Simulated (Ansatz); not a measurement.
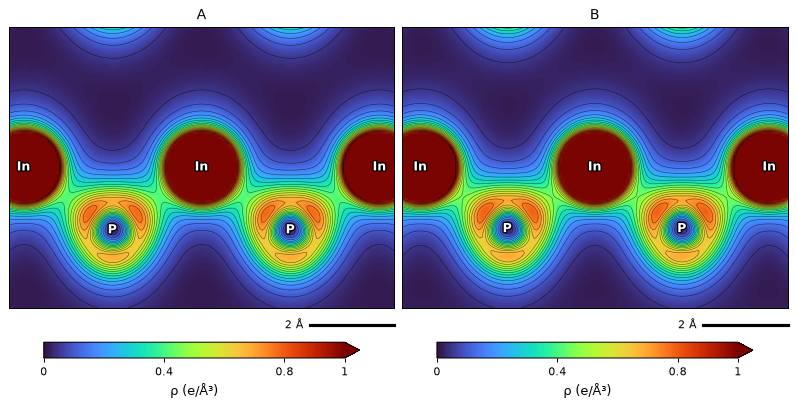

InP. The valence pseudo-density of two cells that differ in size, on the (101̄) plane of each (indices in the axes of the calculation cell), at one length scale and on one colour scale: A has 26.7 Å³ an atom and B 25.2.

Computed with Kohn-Sham DFT of a periodic cell, rPW86-PBE with rVV10, Ansatz PAW in Ansatz 0.2.0.

The density is the valence pseudo-density of a PAW calculation; it isn't the true density close to the nuclei.

The larger cell:

```
In P
1.0
     0.00000    2.98798    2.98798
     2.98798    0.00000    2.98798
     2.98798    2.98798    0.00000
In P
1 1
Direct
  0.00000 0.00000 0.00000
  0.75000 0.75000 0.75000
```

The smaller cell: a = 4.144 Å, b = 4.144 Å, c = 4.144 Å, α = 60.00°, β = 60.00°, γ = 60.00°.

### What changes from the larger cell to the smaller?

From the larger cell to the smaller, In–P goes from 2.59 to 2.54 Å, and the density at its midpoint from 0.42 to 0.45 e/Å³; the pressure goes from 0.1 to 4.1 GPa.
